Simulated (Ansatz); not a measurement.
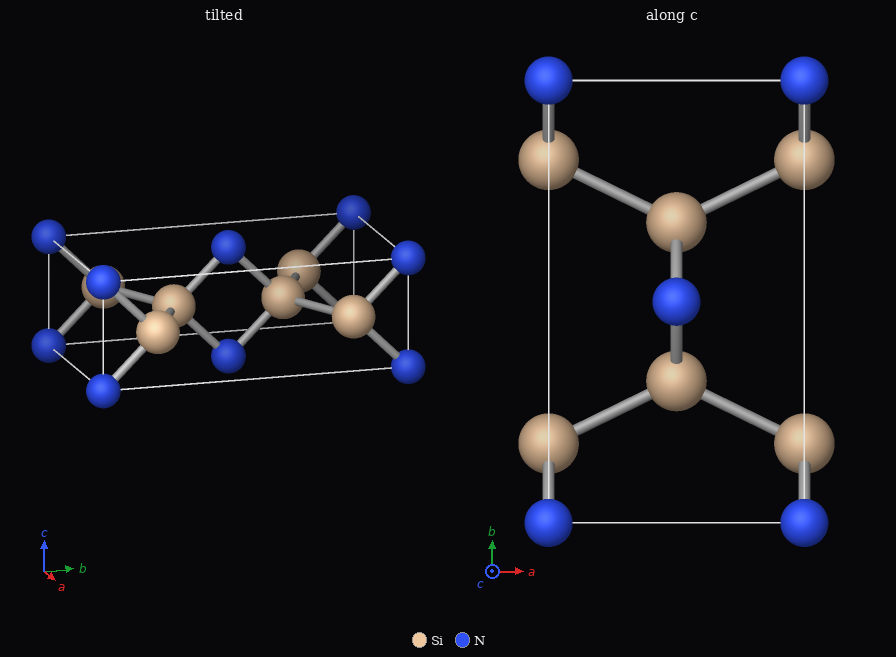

The figure gives a ball-and-stick picture of the atoms, viewed slightly off an axis and along the c axis. One conventional unit cell is framed, with atoms on its boundary repeated. Cell: a = 4.30 Å, b = 7.43 Å, c = 2.62 Å, α = 90.00°, β = 90.00°, γ = 90.00°.

The initial geometry was a structure type filled with these elements by a generator (whether the compound takes this form wasn't checked). Earlier steps of the study may have refined or changed the cell and positions. Ansatz was used for an electronic-structure calculation on it.

Notes on the structure:

Its composition is Si2N. The structure has Cmmm (No. 65) symmetry and a base-centred orthorhombic lattice. Content of the cell: 4 Si, 2 N (Z = 2). Coordination numbers (contacts within bonding distance): Si 4 and N 4.

Theory: Ansatz, DFT PBE, scalar-relativistic, plane waves, PAW. Numerical settings: wavefunction cutoff 420 eV, k-points about 0.14 Å⁻¹ apart, Gaussian smearing of 0.1 eV, no spin polarisation.

Does it come out as a metal, or with a gap?

A metal: bands cross the Fermi level.

What does a Bader analysis give?

Si +1.21 e; N -2.42 e.

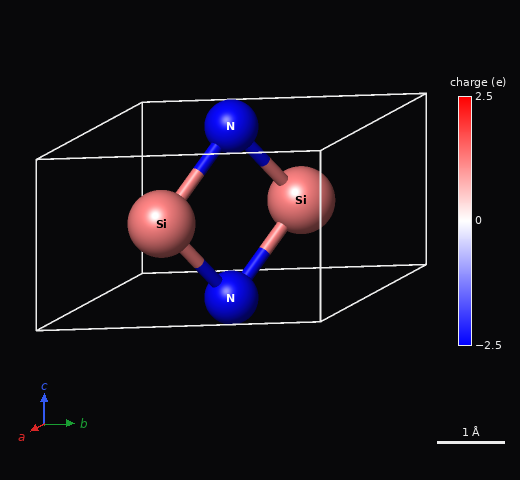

The atoms coloured by those charges. The run's cell of 3 atoms is drawn, so axes and origin can differ from the first picture.

Are forces and stress small enough to call this relaxed?

Yes. All forces vanish to within 0.01 eV/Å. The pressure is 0.0 GPa, close to zero.
